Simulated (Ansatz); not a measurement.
Single-point calculation of Cu3N

The run: single-point calculation of Cu3N (Pm-3m, 4 atoms in the cell). Method and program: DFT, PBE, plane waves, PAW, no spin polarisation (Ansatz 0.2.0).

The structure derives from an entry of the Crystallography Open Database. The geometry comes from this level: r2SCAN. It belongs to a series of runs on one base structure; here: scf.occupations = gaussian 0.001.

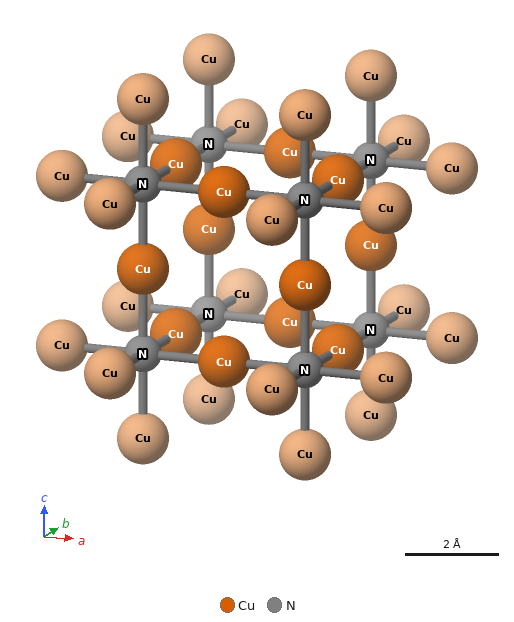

*The structure (ball-and-stick view of the cell of the calculation, seen slightly off an axis; neighbours outside the cell are drawn fainter). An atom can appear more than once, as a periodic image.*

Near neighbours in the periodic cell (some may lie outside the picture): Cu has 2 N at 1.89 Å; N has 6 Cu at 1.89 Å.

Summary:

| quantity | value |
| --- | --- |
| outcome | converged |
| space group (tolerance 0.01 Å) | Pm-3m (221) |
| electrons treated | 62 |
| free energy | −20258.2529 eV |
| Fermi energy | 11.602 eV |
| gap on the k-point mesh | 0.09 eV |
| pressure | 4.49 GPa |
| largest force (length of the vector) | under 0.001 eV/Å |
| hardware | 4 threads of Arm Neoverse V1, 112 GiB of memory available, shared host |
| wall time | 1.1 s (CPU time 2.7 s) |
| peak memory | 0.28 GiB |

Settings chosen away from the usual ones: scf.occupations = gaussian 0.001.

Input file:
```yaml
crystal:
  lattice:
    - [3.7893700817, 0.0, 0.0]
    - [0.0, 3.7893700817, 0.0]
    - [0.0, 0.0, 3.7893700817]
  atoms:
    - { symbol: Cu, position: [0.5, 0.0, 0.0] }
    - { symbol: Cu, position: [0.0, 0.5, 0.0] }
    - { symbol: Cu, position: [0.0, 0.0, 0.5] }
    - { symbol: "N", position: [0.0, 0.0, 0.0] }
kpoints:
  mp_grid: { grid: [4, 4, 4] }
hamiltonian:
  xc: pbe
scf:
  occupations: { method: gaussian, width: 0.001 }
  n_extra_bands: 5
output:
  forces: true
  stress: true
  eigenvalues: true
```

Launched with:
```bash
ansatz run input.yaml --threads 4 --pin off --max-ram 3686MiB --backend cpu --events-out ev --progress --plain --runs-dir out
```

What the program printed:
```
scf.n_extra_bands = 5 over 31 filled bands (N_el = 62.0): the run solves 36 bands
Engine: ansatz 0.2.0, aarch64-unknown-linux-gnu
Pseudopotentials: kind: paw
Pseudopotential: Cu, paw, valence charge 19, recommended cutoff 420 eV (normal), Cu.paw.azcp
Pseudopotential: N, paw, valence charge 5, recommended cutoff 420 eV (normal), N.paw.azcp
Functional definition: PBE
  parameter kappa = 0.804
  parameter beta = 0.06672455060314922
  exchange = pbe_x(kappa = kappa, mu = beta*pi^2/3)
  correlation = pbe_c(beta = beta)
Crystal: 4 atoms, lattice volume = 54.413 Å³
Basis set: ecut = 420 eV, 1045 PW (Γ), exchange–correlation on 54×54×54 points (8 copies of the dense FFT grid, shifted against one another)
Bands: 36, of which v1, the nominal top of the filled ones, is band 31 counted from 1 (30 counted from 0)
Symmetry: 48 space group operations
Space group: Pm-3m (ITA 221), of the structure as read, at distance tolerance 3.8e-5 Å
k-points: 10 of 64
Non-local potential: Cu, projectors of the file, l = 0: 3, l = 1: 2, l = 2: 3, l = 3: 1
Non-local potential: N, projectors of the file, l = 0: 2, l = 1: 2, l = 2: 1
PAW form: soft (Blöchl's): semilocal exchange-correlation on the pseudo side does not see the compensation charge
PAW one-centre angular grid: Cu, 590 points (default); XC on 64 Gauss nodes
PAW one-centre angular grid: N, 110 points (default); XC on 64 Gauss nodes
Initial density: superposition of atomic densities (neutral atoms: chi_scale 0, normalization atom), corrected by the library's trained network
Initial wavefunctions: pseudopotential atomic-orbital guess
Functional: x = pbe(κ = 0.804, μ = 0.2195149727645171), c = pbe(β = 0.06672455060314922)
SCF iter   1: F=—  HF=-20258.254865 eV  |F-HF|=—  |Δ(HF+E_count)|=         —  Δρ=6.18e-3  dr2=1.40e-2  ethr=1.77e-3  ⟨swp⟩=5.6  Hψ=1220  notcnv=0
preconditioner: auto → Resta (q_TF=auto, 2.788 Å⁻¹)  ε∞=14.1  [insulator: Δε(μ)=0.140 eV  Ē_g=8.570 eV  σ=0.001 eV  W_gap=1.00  n_scr=18 (ndim 8)  ℏωp=31.0 eV  f_vac=0.117  D(μ)=0.00/eV (n_scr^D=0)  ε∞_Penn≈14.1]
SCF iter   2: F=—  HF=-20258.254001 eV  |F-HF|=—  |Δ(HF+E_count)|=   8.64e-4  Δρ=3.16e-3  dr2=2.11e-3  ethr=2.25e-5  ⟨swp⟩=2.4  Hψ=676  notcnv=0  defer=10
SCF iter   3: F=—  HF=-20258.253006 eV  |F-HF|=—  |Δ(HF+E_count)|=   9.95e-4  Δρ=1.54e-3  dr2=1.15e-3  ethr=3.40e-6  ⟨swp⟩=2.7  Hψ=681  notcnv=0  defer=10
SCF iter   4: F=—  HF=-20258.252883 eV  |F-HF|=—  |Δ(HF+E_count)|=   1.24e-4  Δρ=4.80e-4  dr2=1.60e-4  ethr=1.85e-6  ⟨swp⟩=2.0  Hψ=512  notcnv=0  defer=10
SCF iter   5: F=—  HF=-20258.252913 eV  |F-HF|=—  |Δ(HF+E_count)|=   3.00e-5  Δρ=2.80e-4  dr2=3.17e-5  ethr=2.59e-7  ⟨swp⟩=2.2  Hψ=561  notcnv=0  defer=10
SCF iter   6: F=—  HF=-20258.252908 eV  |F-HF|=—  |Δ(HF+E_count)|=   4.64e-6  Δρ=7.55e-5  dr2=6.13e-6  ethr=5.11e-8  ⟨swp⟩=2.3  Hψ=559  notcnv=0  defer=10
SCF iter   7: F=—  HF=-20258.252912 eV  |F-HF|=—  |Δ(HF+E_count)|=   3.56e-6  Δρ=4.57e-5  dr2=1.56e-6  ethr=9.89e-9  ⟨swp⟩=2.0  Hψ=548  notcnv=0  defer=10
SCF iter   8: F=-20258.252912 eV  HF=-20258.252912 eV  |F-HF|=1.18e-8  |Δ(HF+E_count)|=   8.10e-7  Δρ=6.56e-6  dr2=1.65e-8  ethr=1.61e-10  ⟨swp⟩=6.1  Hψ=1585  notcnv=0
SCF 1 converged in 8 iterations: F = -20258.252912 eV  dr2 = 1.65e-8
  greatest PAW one-centre occupation: 1.000 electrons in one spin orbital (limit 2), on the Cu atom at site 2 (counted from 0), in its partial waves of l = 0
```

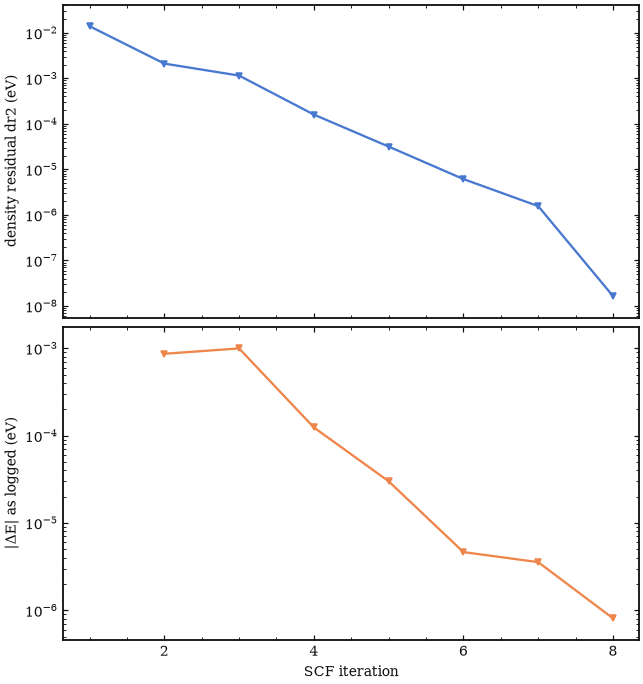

*Convergence of the self-consistent field: density residual dr2 and size of the energy change against the SCF iteration.*

The residual falls at every step.

```
SCF converged after 8 iterations
Free energy (F): -20258.252912 eV
Harris-Foulkes:  -20258.252912 eV  (|F-HF|=1.18e-8)
Internal energy: -20258.252912 eV  (E = F + TS)
E sigma→0 (E₀):  -20258.252912 eV
Fermi energy:    11.601665 eV
--- Per-component energies (eV) ---
  E_band       = -1371.591476
  E_kinetic    = 1029.292163
  E_local      = -15360.208865  (includes V_loc(G=0)·N_el)
  E_nonlocal   = 1225.985428
  E_hartree    = 6770.070478
  E_xc         = -325.793069
  E_vxc        = -419.148242  (∫ρ·V_xc dr)
  E_paw        = -5123.294333  (= ΣΔE_a)
  E_vpaw       = -1387.666673  (= ΣTr[D̂ρ^β])
  E_aug_tail   = 0.000787  (compensation charges beyond the density's cutoff)
  E_ewald      = -8474.305502
  E_smearing   = -0.000000  (= −TS)
  E_closure    = 0.000000  (closes the sum)
  Σ components = -20258.252912   (vs F -20258.252912, Δ=0.00e0)
--- Forces (eV/Å), atoms counted from 1 ---
  atom   1  Cu     0.00000000    -0.00000000     0.00000000
  atom   2  Cu     0.00000000    -0.00000000    -0.00000000
  atom   3  Cu     0.00000000    -0.00000000    -0.00000000
  atom   4  N     -0.00000000     0.00000000     0.00000000
  max |Σ_I F_I| component: 1.10e-28 eV/Å
--- Stress (GPa, compression-positive) ---
        4.492045      -0.000000       0.000000
        0.000000       4.492045       0.000000
        0.000000       0.000000       4.492045
  P = ⅓ Tr σ = 4.4920 GPa (44.920 kbar)
--- Band table (eV; the first three rows and the last of 10) ---
  k-point 0: bands = ["-101.0900", "-101.0827", "-101.0827", "-58.6657", "-58.6657", "-58.6657", "-58.3802", "-58.3802", "-58.3802", "-58.3764", "-58.3764", "-58.3764", "-5.5116", "6.1284", "6.6265", "6.6265", "6.6265", "7.5761", "7.5761", "7.5761", "7.9964", "7.9964", "8.9592", "8.9592", "9.1496", "9.1496", "9.1496", "9.7011", "9.7011", "9.7011", "9.7415", "12.6093", "16.8626", "16.8626", "18.1185", "18.1185"]
  k-point 1: bands = ["-101.0891", "-101.0837", "-101.0828", "-58.6653", "-58.6653", "-58.6650", "-58.3812", "-58.3799", "-58.3799", "-58.3772", "-58.3772", "-58.3765", "-5.3025", "4.9306", "6.1773", "6.1773", "6.7323", "7.6352", "7.9979", "7.9979", "8.0075", "8.2488", "8.9628", "9.0880", "9.1553", "9.1553", "9.2960", "9.5862", "9.7013", "9.8745", "9.8745", "13.0997", "15.2813", "17.2534", "18.3959", "18.3959"]
  k-point 2: bands = ["-101.0875", "-101.0852", "-101.0828", "-58.6649", "-58.6649", "-58.6642", "-58.3822", "-58.3791", "-58.3791", "-58.3783", "-58.3783", "-58.3766", "-5.0707", "3.8668", "5.8983", "5.8983", "7.5554", "7.6999", "7.8289", "8.2057", "8.2057", "8.6218", "8.9457", "8.9474", "9.0208", "9.1597", "9.1597", "9.3324", "9.7016", "10.1121", "10.1121", "13.1515", "14.8911", "18.3734", "18.7495", "18.7495"]
  k-point 9: bands = ["-101.0852", "-101.0852", "-101.0852", "-58.7052", "-58.6436", "-58.6436", "-58.3968", "-58.3968", "-58.3968", "-58.3619", "-58.3619", "-58.3619", "-4.1473", "3.5865", "3.5865", "3.5865", "7.8313", "8.4779", "8.4779", "8.4779", "8.5035", "8.5035", "8.5035", "9.3482", "9.3482", "9.6569", "9.6569", "9.6569", "11.5558", "11.5558", "11.5558", "12.2379", "12.2379", "12.2379", "17.6604", "19.6469"]
```
